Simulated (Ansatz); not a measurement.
A periodic structure is given below.

```
W Se
1.0
     3.36444    0.00000    0.00000
    -1.68222    2.87063    0.00000
     0.00000    0.00000   24.08179
W Se
2 4
Direct
  0.66667 0.33333 0.64239
  0.33333 0.66667 0.35761
  0.33333 0.66667 0.71135
  0.66667 0.33333 0.42662
  0.33333 0.66667 0.57338
  0.66667 0.33333 0.28865
```

Summarise the structure in words.

Answer. The material is WSe2. Cell content: 2 W, 4 Se, that is 2 formula units. W is coordinated by six Se in a trigonal prismatic arrangement at 2.53 to 2.55 Å. Se is coordinated by three W in a trigonal pyramidal arrangement at 2.53 to 2.55 Å. Not all metal-metal contacts are counted. The bonds build WSe2 layers parallel to (001).

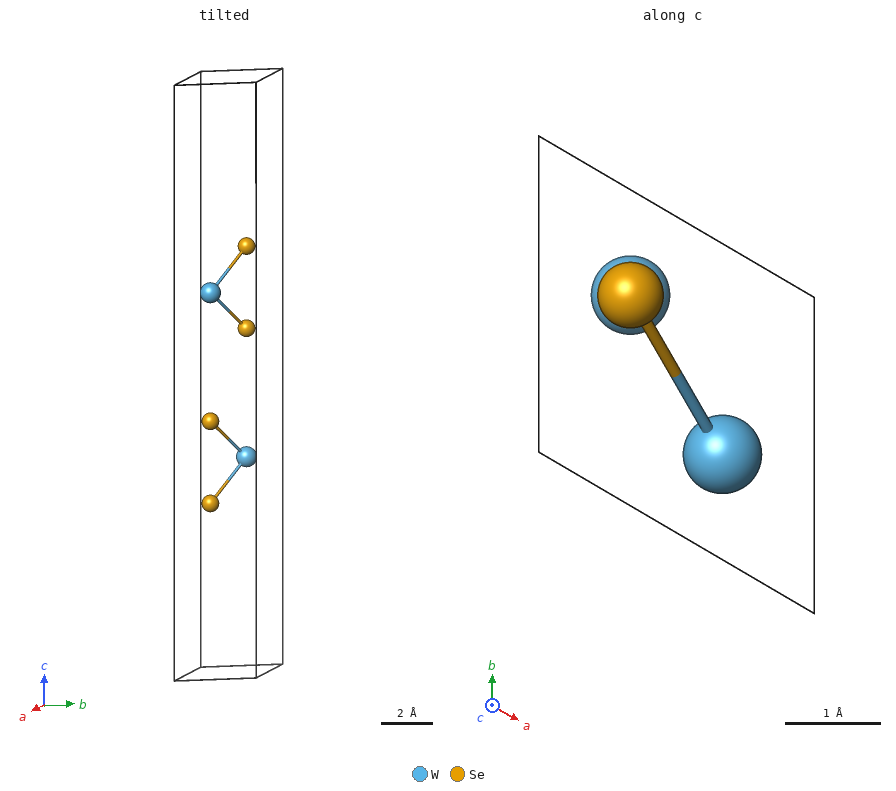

Ball-and-stick drawing of the structure, looking slightly off an axis and along the c axis. The simulation cell is drawn as a box. Colours: tungsten blue, selenium orange.

The model was built from a structure listed in the Materials Project. The cell was then strained or its atoms displaced on purpose. Ansatz was used for an electronic-structure calculation on it.
